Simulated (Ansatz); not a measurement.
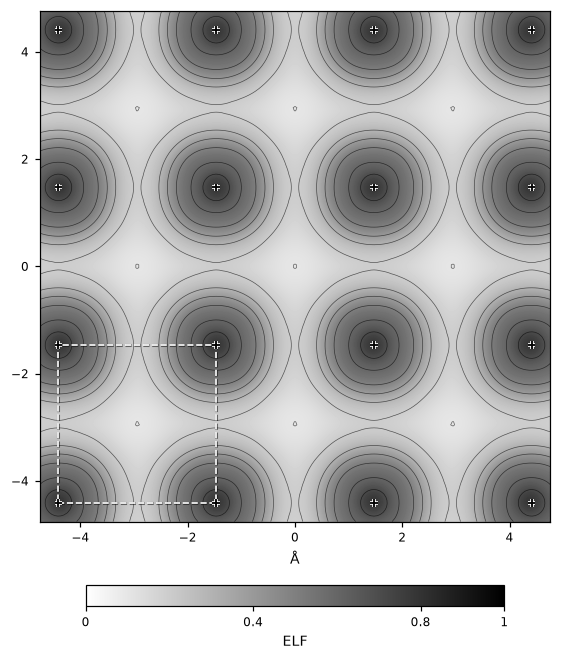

The electron localisation function on a plane through atoms (crosses mark nuclei in the plane).

Method: Ansatz 0.2.0, DFT PBE, scalar-relativistic, plane waves, PAW.

Candidates:
A. Ti, a = 2.95 Å, b = 2.95 Å, c = 4.50 Å, α = 90.00°, β = 90.00°, γ = 120.00°. Space group P6₃/mmc; changed on purpose from its base cell (strain -0.0400 x Voigt [0, 0, 1, 0, 0, 0], atoms carried along); computed pressure about 3 GPa in this cell; computed without spin polarisation.
B. Au, a = 2.94 Å, b = 2.94 Å, c = 12.47 Å, α = 90.00°, β = 90.00°, γ = 90.00°. Space group Fm-3m.

Which system is this?

Answer. Candidate B: Au on the (001) plane of the calculation cell, which holds Au. Au–Au (2.94 Å): the ELF is about 0.20 at the midpoint (no shared electron pair shows on this line).
